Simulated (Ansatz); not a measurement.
```
Ti O
1.0
     3.36129    0.00000    0.00000
     0.00000    3.36129    0.00000
     0.00000    0.00000    5.13271
Ti O
2 4
Direct
  0.00000 0.00000 0.00000
  0.50000 0.50000 0.50000
  0.00000 0.50000 0.16671
  0.00000 0.50000 0.66671
  0.50000 0.00000 0.33329
  0.50000 0.00000 0.83329
```

Space group P4₂/nmc; a generated structure, not necessarily the stable one; computed without spin polarisation.

The calculation used Ansatz, DFT PBEsol, scalar-relativistic, plane waves, PAW.

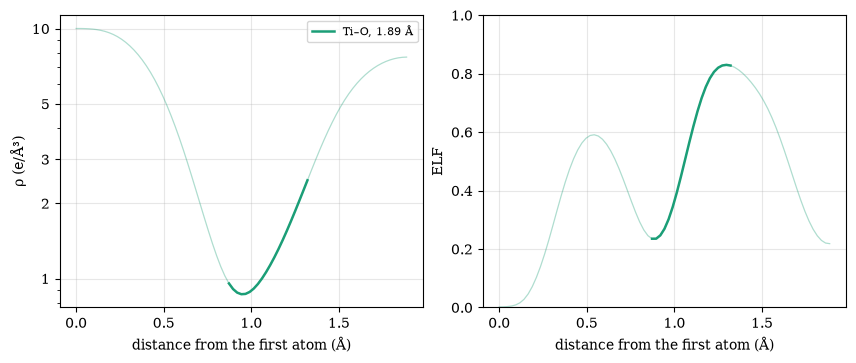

TiO₂. Valence electron density and electron localisation function along straight lines between neighbouring atoms. Thin, pale parts lie inside the atomic spheres.

The density is the valence pseudo-density of a PAW calculation; it isn't the true density close to the nuclei.

Question: What can be read from the curves?

Answer: Ti–O (1.89 Å): ρ at the midpoint is about 0.87 e/Å³; the ELF peaks at about 0.85 in the valence shell of O, 0.6 Å from its nucleus, and is about 0.25 at the midpoint; no localised pair shows between them.
